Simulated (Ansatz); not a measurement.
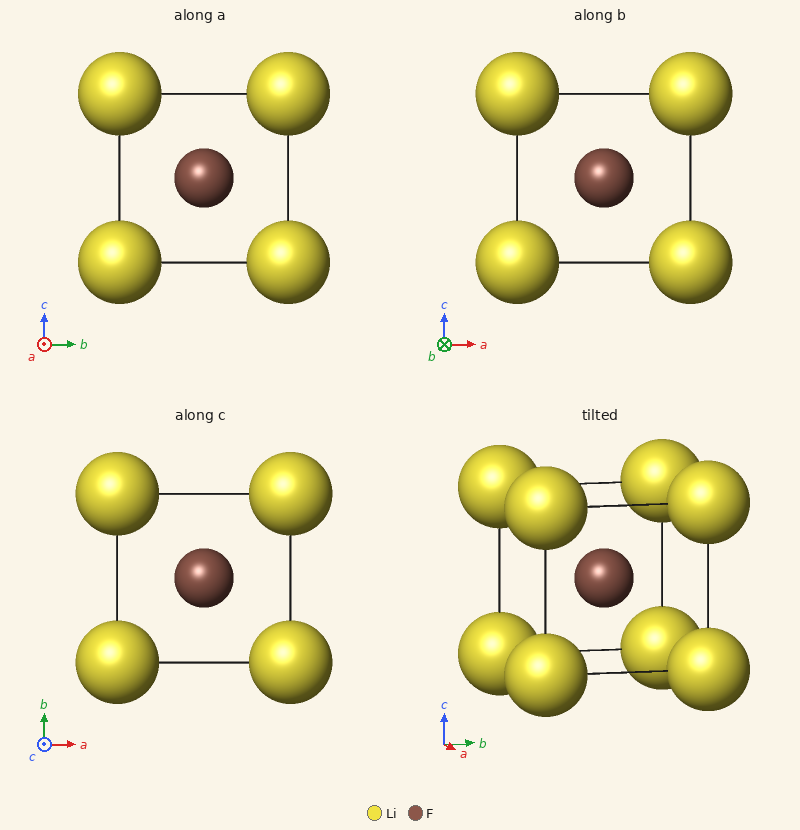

This spheres-only model is shown along the a axis, along the b axis, along the c axis and slightly off an axis. The unit cell is drawn as a box.

Lattice parameters: a = 2.588 Å, b = 2.516 Å, c = 2.516 Å, α = 90.00°, β = 90.00°, γ = 90.00°. Put a along x and b in the xy plane.

Q: Transcribe the picture into a POSCAR file.

A:
```
Li F
1.0
     2.588    0.000    0.000
     0.000    2.516    0.000
     0.000    0.000    2.516
Li F
1 1
Direct
  0.0000 0.0000 0.0000
  0.5000 0.5000 0.5000
```

Its origin is a structure type filled with these elements by a generator (whether the compound takes this form wasn't checked). The cell was then strained or its atoms displaced on purpose. Ansatz was used for an electronic-structure calculation on it.
